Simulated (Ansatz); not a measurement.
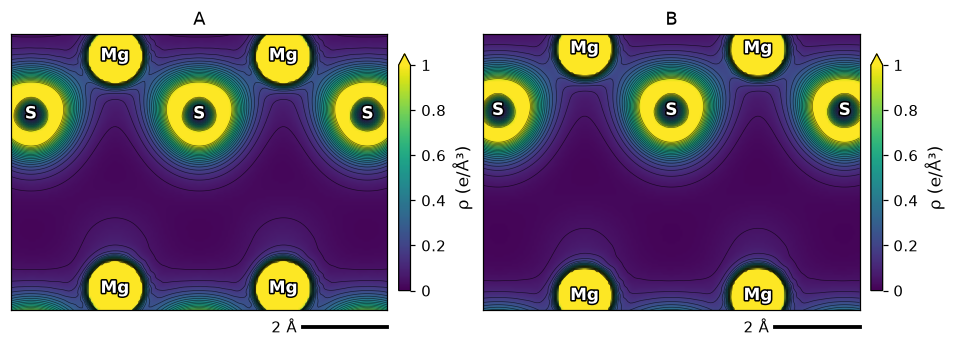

MgS. The valence charge density (pseudo) of two cells that differ in size and shape, on the (101̄) plane of each (indices in the axes of the calculation cell), at one length scale and on one colour scale: B has 24.5 Å³ an atom and A 21.7.

Method: DFT LDA, scalar-relativistic, plane waves, PAW in Ansatz.

Core electrons are frozen (PAW), and the valence fields are smoothed inside the atomic spheres.

Q: What changes from the larger cell to the smaller?

A: From the larger cell to the smaller, Mg–S goes from 2.51 to 2.42 Å, and the density at its midpoint from 0.33 to 0.39 e/Å³; the pressure goes from −6 to 0.4 GPa; the Kohn–Sham gap goes from 2.8 eV to 3.3 eV.
